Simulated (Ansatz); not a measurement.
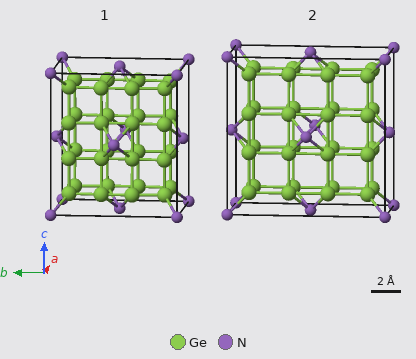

Two geometries of solid Ge8N (a generated structure, set up in Fmmm) (coarse preliminary run), drawn at one scale. One is the start of a relaxation, the other its converged end. Style: ball-and-stick. Shown: the conventional cell (4 times the calculation's cell), from a free direction. Lengths and directions refer to the drawn axes.

The calculation used Ansatz, DFT PBE, scalar-relativistic, plane waves, PAW. Settings: plane-wave cutoff 420 eV; k-point mesh 4 × 4 × 4; occupations gaussian; smearing width 0.1 eV; no spin polarisation; cell and atoms relaxed; force threshold 0.04 eV/Å; at most 70 steps.

### Which one is relaxed?

Structure 2 is the relaxed one. Over 12 accepted moves (14 points after the start) the energy falls by 6.537 eV per cell of the calculation. Largest force component: 1.9 eV/Å at the start, 0.026 eV/Å at the end. The pressure goes from 22.83 to 0.03 GPa. The SCF was repeated twice at an unchanged geometry on a basis and grid sized afresh for the cell, which shifted the energy by 0.251 eV per cell of the calculation at most. The largest moves relative to the cell, 0.11 Å, are those of Ge atoms. N stays in place. The volume changes by +3.9 %, with a 7.444 → 5.577 Å (−25.1 %), b 8.854 → 11.052 Å (+24.8 %), c 9.995 → 11.105 Å (+11.1 %). Some distances before and after: Ge–Ge 2.156 → 2.735 Å, Ge–Ge 2.283 → 2.792 Å, Ge–Ge 2.507 → 2.803 Å, Ge–Ge 2.502 → 2.749 Å. Among the angles between lasting bonds that change: Ge–Ge–Ge 174.1° → 179.3°, Ge–Ge–Ge 174.6° → 179.3°. The space group stays Fmmm (No. 69).
